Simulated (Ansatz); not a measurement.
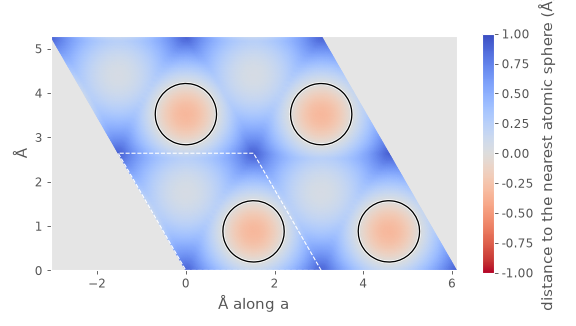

Map of the distance to the nearest atomic sphere in CoO in space group P6_3mc, computed on the section z = 0.884 (parallel to a and b; the dashed line is one cell). The black line marks the spheres' surfaces; positive values are empty space; unlabelled circles belong to atoms above or below the section.

Hard-sphere model; Shannon crystal radii (six-coordinate where tabulated): Co 0.89 Å, O 1.26 Å.

The cell is taken from the input geometry of an electronic-structure calculation (not necessarily at equilibrium).

```cif
data_structure
_symmetry_space_group_name_H-M 'P6_3mc'
_symmetry_Int_Tables_number 186
_cell_length_a 3.0506
_cell_length_b 3.0506
_cell_length_c 5.2532
_cell_angle_alpha 90.000
_cell_angle_beta 90.000
_cell_angle_gamma 120.000
_cell_volume 42.34
loop_
_atom_site_label
_atom_site_type_symbol
_atom_site_symmetry_multiplicity
_atom_site_Wyckoff_symbol
_atom_site_fract_x
_atom_site_fract_y
_atom_site_fract_z
_atom_site_occupancy
Co1 Co 2 b 0.66667 0.33333 0.99051 1
O1 O 2 b 0.66667 0.33333 0.63449 1
```

**Where is the largest hole in this section, and how large is it?**

At 0.000, 0.000, 0.884 (fractional), where the distance reaches 0.94 Å; it is enclosed by 6 O + 3 Co. It is the largest hole of the crystal.

**How much of the crystal lies outside the spheres?**

About 48 % of the cell's volume, and 82 % of this section's area.

**What can pass through?**

The largest sphere that fits anywhere has a diameter of 1.87 Å; the largest that can travel through the crystal, about 1.0 Å.
